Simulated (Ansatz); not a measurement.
Consider C.

The calculation's input:

```
crystal:
  lattice:
    - [1.6502363283, 0.0, -0.000524167]
    - [0.0, 2.4644321797, 0.0]
    - [-0.3918376049, 0.0, 5.4320602257]
  atoms:
    - { symbol: C, position: [0.5191721381, 0.25, 0.0803912725] }
    - { symbol: C, position: [0.4808278619, 0.75, 0.9196087275] }
basis:
  ecutwfc: 420
kpoints:
  mp_grid: { grid: [22, 14, 8] }
hamiltonian:
  xc: pbe
scf:
  occupations: { method: gaussian, width: 0.02 }
output:
  forces: true
  stress: true
  eigenvalues: true
  write_density: true
  write_potential: true
  elf: true
  volumetric_format: npy
relax:
  adjacent_minimum: "off"
  f_tol: 0.01
  max_steps: 80
  cell: { stress_tol: 0.05 }
```

Run with:

```sh
ansatz run input.yaml --threads 1 --pin off --max-ram 2560MiB --backend cpu --events-out ev --progress --plain --runs-dir out
```

Below, planes, directions and counts refer to the conventional cell (a = 1.65 Å, b = 2.46 Å, c = 5.45 Å, α = 90.00°, β = 94.14°, γ = 90.00°).

The fields are those of the run's last geometry, not of the input's.

Space group P2₁/m; a structure generated by program, which may or may not match a known phase.

Computed with DFT PBE, scalar-relativistic, plane waves, PAW (Ansatz 0.2.0).

Q: Predict the valence pseudo-density and electron localisation function between the atoms.

A: C–C (1.65 Å): ρ is about 1.1 e/Å³ halfway; the ELF peaks at about 0.80 between the atoms, as expected for a covalent bond.

Q: Metal or insulator at this level of theory?

A: It is gapped, with a Kohn–Sham gap of 0.32 eV on the k-point mesh (the band edges may lie off the mesh, which would make the gap smaller).

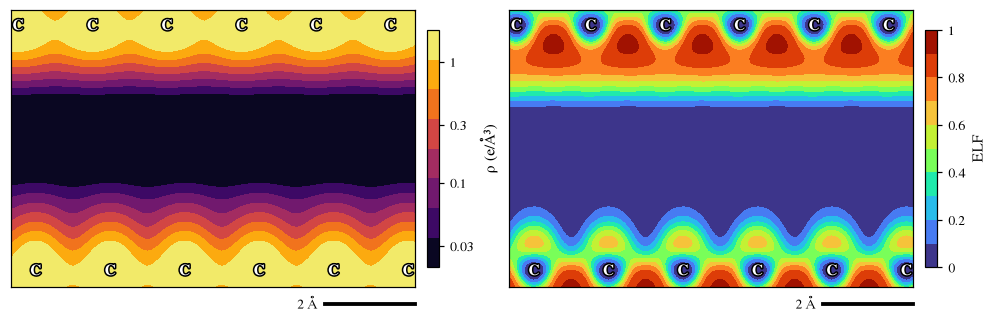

Computed valence pseudo-density and electron localisation function on the (010) plane of the conventional cell, in this order. 
